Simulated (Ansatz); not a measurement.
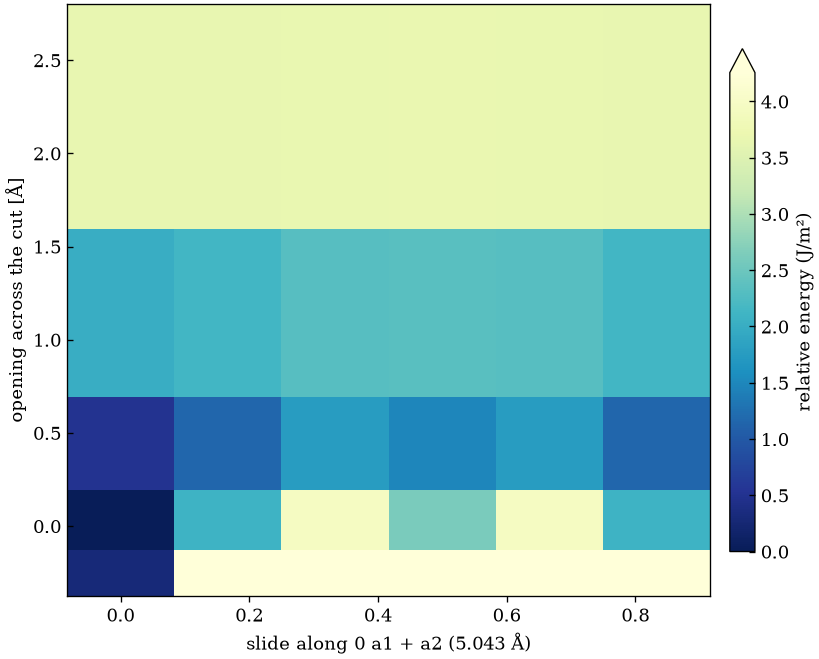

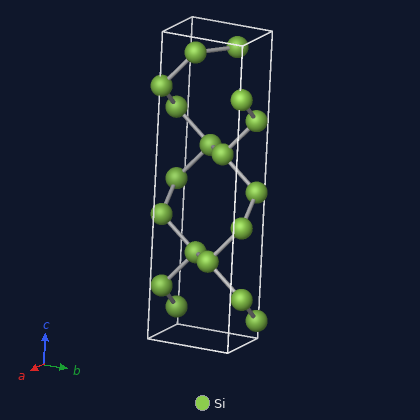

Energy landscape of Si (I4/mmm, No. 139; 12 atoms in the cell). Rigid slide and opening across a plane, one cut a cell; the plane is (−1 1 0) of the conventional cell. First axis: slide along 0 a1 + a2 (5.043 Å). Second axis: opening across the cut. Nothing is relaxed (rigid halves). The grid has 6 × 5 points; 20 points were computed and 10 follow by symmetry. Points are written as (first, second). Energies: J/m², counted from the lowest grid point. The band gap closes in part of the range. Theory: Ansatz, DFT LDA, scalar-relativistic, plane waves, PAW. Settings: cutoff 420 eV, k-mesh 9×7×3 in the order of the run's cell vectors, gaussian smearing 0.03 eV, no spin polarisation.

Drawn: one coloured cell a grid point, one colour for all values above the top of the scale. The second picture is the structure at the lowest point

Question: Where are the lowest and the highest points?

Answer: The lowest grid point is at (0.000, 0.00 Å). Other grid points that lie below all their neighbours: (0.500, 0.40 Å) (1.48 J/m² higher). The highest grid point, (0.333, −0.25 Å), lies 8.93 J/m² above the lowest.

The input of one point:

```yaml
crystal:
  lattice:
    - [0.0, 0.0, -3.8165079742]
    - [-3.3010168595, -3.3010168595, -1.9082539871]
    - [-9.9030505784, 9.9030505784, 1.9082539871]
  atoms:
    - { symbol: Si, position: [0.845512104, 0.6423091254, 0.3333333333] }
    - { symbol: Si, position: [0.1788454373, 0.6423091254, 0.0] }
    - { symbol: Si, position: [0.5121787706, 0.6423091254, 0.6666666667] }
    - { symbol: Si, position: [0.4878212294, 0.3576908746, 0.3333333333] }
    - { symbol: Si, position: [0.8211545627, 0.3576908746, 0.0] }
    - { symbol: Si, position: [0.154487896, 0.3576908746, 0.6666666667] }
    - { symbol: Si, position: [0.0596151458, 0.0, 0.1192302915] }
    - { symbol: Si, position: [0.3929484791, 0.0, 0.7858969582] }
    - { symbol: Si, position: [0.7262818124, 0.0, 0.4525636249] }
    - { symbol: Si, position: [0.2737181876, 0.0, 0.5474363751] }
    - { symbol: Si, position: [0.6070515209, 0.0, 0.2141030418] }
    - { symbol: Si, position: [0.9403848542, 0.0, 0.8807697085] }
basis:
  ecutwfc: 420
kpoints:
  mp_grid: { grid: [9, 7, 3] }
hamiltonian:
  xc: lda
  pseudopotentials: { kind: paw, azcp: { folder: soft_1 } }
scf:
  occupations: { method: gaussian, width: 0.03 }
output:
  forces: true
  stress: true
  eigenvalues: true
  write_density: true
  write_potential: true
  elf: true
  volumetric_format: npy
```

Time for the 20 points that were run: 27 min on 2 threads of Arm Neoverse N1 (shared host).
